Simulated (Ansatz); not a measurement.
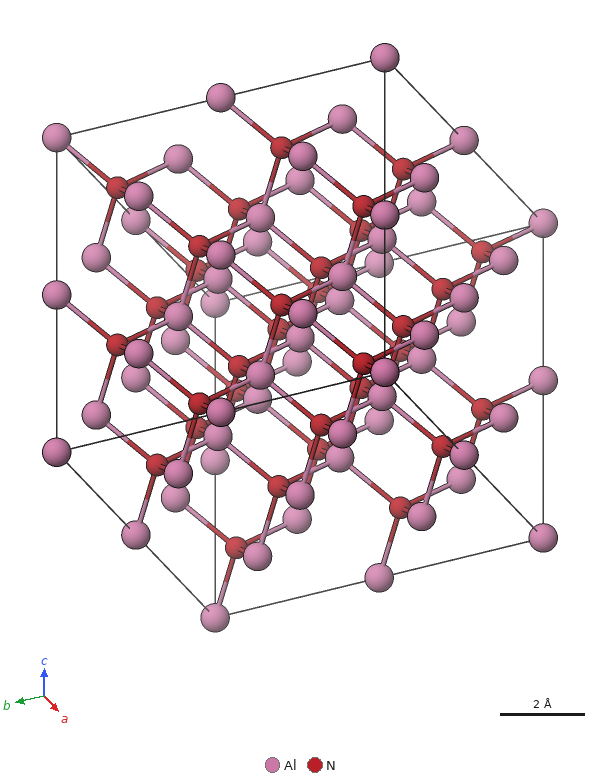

The structure as given in the input (ball-and-stick view of the cell of the calculation, seen at an oblique angle).

## Al₃₂N₃₂: single-point calculation (part 1 of 2)

The run: single-point calculation of Al₃₂N₃₂ (F-43m, 64 atoms in the cell). Method and program: DFT, HSE06, PAW, plane waves (Ansatz 0.2.0).

The structure was built on a prototype by a generator.

## Input
```yaml
crystal:
  lattice:
    - [8.755444, 0.000000, 0.000000]
    - [0.000000, 8.755444, 0.000000]
    - [0.000000, 0.000000, 8.755444]
  atoms:
    - { symbol: Al, position: [0.000000, 0.000000, 0.000000] }
    - { symbol: Al, position: [0.000000, 0.000000, 0.500000] }
    - { symbol: Al, position: [0.000000, 0.500000, 0.000000] }
    - { symbol: Al, position: [0.000000, 0.500000, 0.500000] }
    - { symbol: Al, position: [0.500000, 0.000000, 0.000000] }
    - { symbol: Al, position: [0.500000, 0.000000, 0.500000] }
    - { symbol: Al, position: [0.500000, 0.500000, 0.000000] }
    - { symbol: Al, position: [0.500000, 0.500000, 0.500000] }
    - { symbol: Al, position: [0.250000, 0.250000, 0.000000] }
    - { symbol: Al, position: [0.250000, 0.250000, 0.500000] }
    - { symbol: Al, position: [0.250000, 0.750000, 0.000000] }
    - { symbol: Al, position: [0.250000, 0.750000, 0.500000] }
    - { symbol: Al, position: [0.750000, 0.250000, 0.000000] }
    - { symbol: Al, position: [0.750000, 0.250000, 0.500000] }
    - { symbol: Al, position: [0.750000, 0.750000, 0.000000] }
    - { symbol: Al, position: [0.750000, 0.750000, 0.500000] }
    - { symbol: Al, position: [0.250000, 0.000000, 0.250000] }
    - { symbol: Al, position: [0.250000, 0.000000, 0.750000] }
    - { symbol: Al, position: [0.250000, 0.500000, 0.250000] }
    - { symbol: Al, position: [0.250000, 0.500000, 0.750000] }
    - { symbol: Al, position: [0.750000, 0.000000, 0.250000] }
    - { symbol: Al, position: [0.750000, 0.000000, 0.750000] }
    - { symbol: Al, position: [0.750000, 0.500000, 0.250000] }
    - { symbol: Al, position: [0.750000, 0.500000, 0.750000] }
    - { symbol: Al, position: [0.000000, 0.250000, 0.250000] }
    - { symbol: Al, position: [0.000000, 0.250000, 0.750000] }
    - { symbol: Al, position: [0.000000, 0.750000, 0.250000] }
    - { symbol: Al, position: [0.000000, 0.750000, 0.750000] }
    - { symbol: Al, position: [0.500000, 0.250000, 0.250000] }
    - { symbol: Al, position: [0.500000, 0.250000, 0.750000] }
    - { symbol: Al, position: [0.500000, 0.750000, 0.250000] }
    - { symbol: Al, position: [0.500000, 0.750000, 0.750000] }
    - { symbol: N, position: [0.125000, 0.125000, 0.125000] }
    - { symbol: N, position: [0.125000, 0.125000, 0.625000] }
    - { symbol: N, position: [0.125000, 0.625000, 0.125000] }
    - { symbol: N, position: [0.125000, 0.625000, 0.625000] }
    - { symbol: N, position: [0.625000, 0.125000, 0.125000] }
    - { symbol: N, position: [0.625000, 0.125000, 0.625000] }
    - { symbol: N, position: [0.625000, 0.625000, 0.125000] }
    - { symbol: N, position: [0.625000, 0.625000, 0.625000] }
    - { symbol: N, position: [0.375000, 0.375000, 0.125000] }
    - { symbol: N, position: [0.375000, 0.375000, 0.625000] }
    - { symbol: N, position: [0.375000, 0.875000, 0.125000] }
    - { symbol: N, position: [0.375000, 0.875000, 0.625000] }
    - { symbol: N, position: [0.875000, 0.375000, 0.125000] }
    - { symbol: N, position: [0.875000, 0.375000, 0.625000] }
    - { symbol: N, position: [0.875000, 0.875000, 0.125000] }
    - { symbol: N, position: [0.875000, 0.875000, 0.625000] }
    - { symbol: N, position: [0.375000, 0.125000, 0.375000] }
    - { symbol: N, position: [0.375000, 0.125000, 0.875000] }
    - { symbol: N, position: [0.375000, 0.625000, 0.375000] }
    - { symbol: N, position: [0.375000, 0.625000, 0.875000] }
    - { symbol: N, position: [0.875000, 0.125000, 0.375000] }
    - { symbol: N, position: [0.875000, 0.125000, 0.875000] }
    - { symbol: N, position: [0.875000, 0.625000, 0.375000] }
    - { symbol: N, position: [0.875000, 0.625000, 0.875000] }
    - { symbol: N, position: [0.125000, 0.375000, 0.375000] }
    - { symbol: N, position: [0.125000, 0.375000, 0.875000] }
    - { symbol: N, position: [0.125000, 0.875000, 0.375000] }
    - { symbol: N, position: [0.125000, 0.875000, 0.875000] }
    - { symbol: N, position: [0.625000, 0.375000, 0.375000] }
    - { symbol: N, position: [0.625000, 0.375000, 0.875000] }
    - { symbol: N, position: [0.625000, 0.875000, 0.375000] }
    - { symbol: N, position: [0.625000, 0.875000, 0.875000] }
  symmetry: { detect: false }
kpoints:
  mp_grid: { grid: [1, 1, 1], shift: [0.25, 0.25, 0.25] }
hamiltonian:
  xc: hse06
scf:
  occupations: { method: fermi_dirac, width: 0.01 }
output:
  forces: true
  eigenvalues: true
  populations: true
  eigenstates: { kpoints: [[0.25, 0.25, 0.25]], e_range: [-6.0, 6.0], localisation: true }
```

Hardware: 7 CPU threads, shared host.

## The program's output
```
Pseudopotentials: kind: paw
Functional definition: HSE06
  parameter a = 0.25
  parameter omega = 0.11/bohr
  exchange = pbe_x - a*pbe_x_sr(omega) + a*exact_x_sr(omega)
  correlation = pbe_c
Crystal: 64 atoms, lattice volume = 671.173 Å³
Basis set: ecut = 420 eV, 13205 PW (Γ), exchange–correlation on 120×120×120 points (8 copies of the dense FFT grid, shifted against one another)
Bands: 192, of which v1, the nominal top of the filled ones, is band 128 counted from 1 (127 counted from 0)
Symmetry: 1 space group operations
k-points: 1
Non-local potential: Al, projectors of the file, l = 0: 2, l = 1: 2, l = 2: 1
Non-local potential: N, projectors of the file, l = 0: 2, l = 1: 2, l = 2: 1
PAW form: soft (Blöchl's): semilocal exchange-correlation on the pseudo side does not see the compensation charge
PAW frozen core: Al, regenerated for the run's functional, and the local potential with it (the file was generated under x = pbe(κ = 0.804, μ = 0.2195149727645171), c = pbe(β = 0.06672455060314922))
PAW frozen core: N, regenerated for the run's functional, and the local potential with it (the file was generated under x = pbe(κ = 0.804, μ = 0.2195149727645171), c = pbe(β = 0.06672455060314922))
PAW one-centre angular grid: Al, 110 points (default); XC on 64 Gauss nodes
PAW one-centre angular grid: N, 110 points (default); XC on 64 Gauss nodes
Initial density: superposition of atomic densities (neutral atoms: chi_scale 0, normalization atom), corrected by the library's trained network
Initial wavefunctions: pseudopotential atomic-orbital guess
Functional: x = pbe(κ = 0.804, μ = 0.2195149727645171), c = pbe(β = 0.06672455060314922), warm-up for x = pbe(κ = 0.804, μ = 0.2195149727645171) + 0.25 (exact − pbe) at short range (hse, ω = 0.20786987370883472 Å⁻¹), c = pbe(β = 0.06672455060314922); HSE06 as pw.x's `hse` composes it (authors' and Libxc's form: `xc: wpbeh`)
SCF iter   1: F=—  HF=-29574.444876 eV  |F-HF|=—  |Δ(HF+E_count)|=         —  Δρ=1.63e-3  dr2=8.50e-3  ethr=1.77e-3  ⟨swp⟩=12.0  Hψ=1105  notcnv=0
preconditioner: auto → none  [insulator: Δε(μ)=4.241 eV  Ē_g=13.152 eV  σ=0.010 eV  W_gap=1.00  n_scr=146 (ndim 8)  ℏωp=22.9 eV  f_vac=0.000  D(μ)=0.00/eV (n_scr^D=0)]
SCF iter   2: F=-29574.455772 eV  HF=-29574.455000 eV  |F-HF|=7.73e-4  |Δ(HF+E_count)|=   1.01e-2  Δρ=6.95e-4  dr2=1.34e-3  ethr=3.32e-6  ⟨swp⟩=9.0  Hψ=758  notcnv=0  defer=1
SCF 1 stopped early in 2 iterations: F = -29574.455772 eV  dr2 = 1.34e-3
  greatest PAW one-centre occupation: 0.788 electrons in one spin orbital (limit 2), on the N atom at site 32 (counted from 0), in its partial waves of l = 0
Initial density: handed on by an earlier stage of this run
Initial wavefunctions: those handed on with the density
Functional: x = pbe(κ = 0.804, μ = 0.2195149727645171) + 0.25 (exact − pbe) at short range (hse, ω = 0.20786987370883472 Å⁻¹), c = pbe(β = 0.06672455060314922); HSE06 as pw.x's `hse` composes it (authors' and Libxc's form: `xc: wpbeh`)
Exchange kernel: α = 0.2500, screened, ω = 0.2079 Å⁻¹, Wigner–Seitz truncation, v(0) = 833.9805 eV·Å³, q-mesh 1×1×1, nearest image of the exchange supercell L = 8.76 Å, pair-density grid 45×45×45, without the augmentation charges, whose exchange is taken in its separable form (sized by the pseudopotential files, 60×60×60 at the most)
Frozen-core exchange: fock
SCF iter   1: F=—  HF=-29589.088224 eV  |F-HF|=—  |Δ(HF+E_count)|=         —  Δρ=6.52e-3  dr2=1.39e-1  ethr=5.23e-6  ⟨swp⟩=11.0  Hψ=1072  notcnv=0
preconditioner: auto → none  [insulator: Δε(μ)=5.494 eV  Ē_g=15.140 eV  σ=0.010 eV  W_gap=1.00  n_scr=146 (ndim 8)  ℏωp=22.9 eV  f_vac=0.000  D(μ)=0.00/eV (n_scr^D=0)]
SCF iter   2: F=—  HF=-29589.036350 eV  |F-HF|=—  |Δ(HF+E_count)|=   5.19e-2  Δρ=2.88e-3  dr2=3.84e-2  ethr=5.23e-6  ⟨swp⟩=4.0  Hψ=551  notcnv=0
iter 3 solved again at ethr=7.06e-8 eV; its pass at ethr=5.23e-6 eV (dr2=1.81e-4 eV) is discarded
SCF iter   3: F=—  HF=-29589.024089 eV  |F-HF|=—  |Δ(HF+E_count)|=   1.23e-2  Δρ=1.97e-4  dr2=8.68e-3  ethr=7.06e-8  ⟨swp⟩=4.0  Hψ=922  notcnv=0
eigensolver tolerance schedule calibrated: the retry pair's looser diagonalisation under-reported the residual by θ = 0.20 (0.11/decade); ethr = c·dr2/N_el runs at the constant in force after the calibration composes with the one it found (an armed cap, an earlier calibration), c = 8.4e-2
SCF iter   4: F=—  HF=-29589.111861 eV  |F-HF|=—  |Δ(HF+E_count)|=   8.78e-2  Δρ=5.49e-4  dr2=1.84e-3  ethr=7.06e-8  ⟨swp⟩=6.0  Hψ=841  notcnv=0  defer=1
SCF iter   5: F=—  HF=-29589.111387 eV  |F-HF|=—  |Δ(HF+E_count)|=   4.74e-4  Δρ=5.98e-5  dr2=1.45e-4  ethr=7.06e-8  ⟨swp⟩=5.0  Hψ=493  notcnv=0  defer=1
SCF iter   6: F=—  HF=-29589.112380 eV  |F-HF|=—  |Δ(HF+E_count)|=   9.93e-4  Δρ=8.74e-5  dr2=7.02e-5  ethr=6.94e-9  ⟨swp⟩=6.0  Hψ=687  notcnv=0
SCF iter   7: F=-29589.112377 eV  HF=-29589.112362 eV  |F-HF|=1.51e-5  |Δ(HF+E_count)|=   1.78e-5  Δρ=2.27e-5  dr2=8.30e-6  ethr=6.94e-9  ⟨swp⟩=4.0  Hψ=495  notcnv=0
SCF 2 stopped early in 7 iterations: F = -29589.112377 eV  dr2 = 8.30e-6
  Residual-converged pass: ⟨swp⟩=3.0  Hψ=448  notcnv=0  max |occ|·‖R‖ = 3.3e-6 eV (tolerance 6.7e-6 eV)  dr2=8.35e-6  dr2_onsite=1.48e-7  max |Δocc| = 0.0e0
  greatest PAW one-centre occupation: 0.788 electrons in one spin orbital (limit 2), on the N atom at site 57 (counted from 0), in its partial waves of l = 0
hybrid outer 1: dexx = +9.401e-2 eV, tail = 5.99e-5 eV
SCF iter   1: F=—  HF=-29589.112049 eV  |F-HF|=—  |Δ(HF+E_count)|=         —  Δρ=1.43e-5  dr2=6.26e-7  ethr=1.17e-7  ⟨swp⟩=8.0  Hψ=531  notcnv=0
preconditioner: auto → none  [insulator: Δε(μ)=5.520 eV  Ē_g=15.149 eV  σ=0.010 eV  W_gap=1.00  n_scr=146 (ndim 8)  ℏωp=22.9 eV  f_vac=0.000  D(μ)=0.00/eV (n_scr^D=0)]
SCF iter   2: F=—  HF=-29589.112050 eV  |F-HF|=—  |Δ(HF+E_count)|=   1.16e-6  Δρ=9.64e-6  dr2=3.41e-7  ethr=1.84e-10  ⟨swp⟩=6.0  Hψ=625  notcnv=0  defer=1
SCF iter   3: F=-29589.112050 eV  HF=-29589.112050 eV  |F-HF|=1.38e-8  |Δ(HF+E_count)|=   3.38e-8  Δρ=4.07e-6  dr2=3.00e-8  ethr=1.07e-10  ⟨swp⟩=5.0  Hψ=386  notcnv=0
SCF 3 converged in 3 iterations: F = -29589.112050 eV  dr2 = 3.00e-8
  Residual-converged pass: ⟨swp⟩=3.0  Hψ=448  notcnv=0  max |occ|·‖R‖ = 5.2e-7 eV (tolerance 2.5e-6 eV)  dr2=3.08e-8  dr2_onsite=2.19e-9  max |Δocc| = 0.0e0
  greatest PAW one-centre occupation: 0.788 electrons in one spin orbital (limit 2), on the N atom at site 46 (counted from 0), in its partial waves of l = 0
```

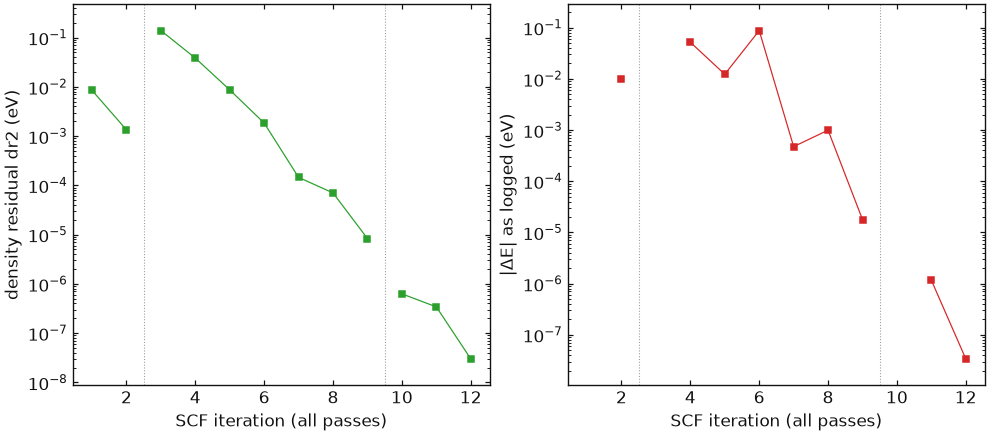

Convergence of the self-consistent field: density residual dr2 and size of the energy change against the SCF iteration. The run starts with a semilocal functional; after that each stretch between dotted lines is one SCF of the hybrid functional between two exact rebuilds of the exchange operator by the outer loop. Early passes are stopped at a loose threshold. The passes take 2, 7 and 3 iterations.
